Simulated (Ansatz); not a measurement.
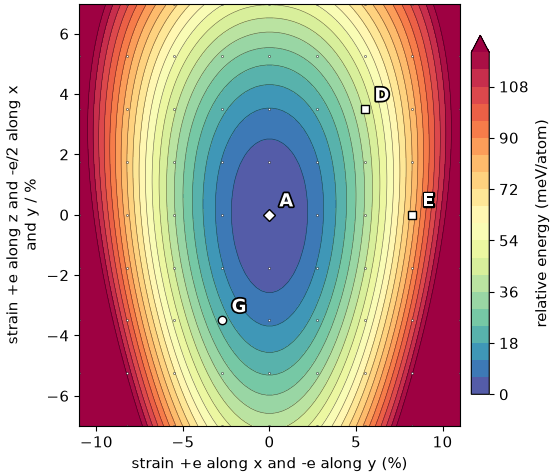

Si (Fd-3m, No. 227; 2 atoms in the cell). The energy is mapped over two homogeneous strains (x, y and z along the cube axes). The first coordinate is: strain +e along x and -e along y; the second: strain +e along z and -e/2 along x and y. Nothing is relaxed (symmetry fixes all fractional coordinates). The grid has 9 × 9 points; 45 points were computed and 36 follow by symmetry. Points are written as (first, second). All energies are given in meV/atom relative to the lowest grid point. The band gap closes in part of the range. Level of theory: Ansatz 0.2.0, DFT PBE, scalar-relativistic, plane waves, PAW. Settings: cutoff 420 eV, k-mesh 8×8×8, gaussian smearing 0.05 eV, no spin polarisation.

Drawn: filled contours, dots at the grid points, one colour for all values above the top of the scale, lettered points. Between grid points the surface is interpolated.

What kind of point is each of A, D, E, G: minimum, saddle, maximum or slope?

Answer. A: minimum; D: on a slope; E: on a slope; G: on a slope. (In these two coordinates alone; a stationary point may lie a little off the grid point.)

Which space group has the cell at each letter?

Answer. A: Fd-3m; D: Fddd; E: Fddd; G: Fddd.

Rank the lettered points by energy, lowest first.

Answer. A (0 meV/atom), G (21 meV/atom), D (43 meV/atom), E (81 meV/atom).

PAW datasets: the set soft_1.
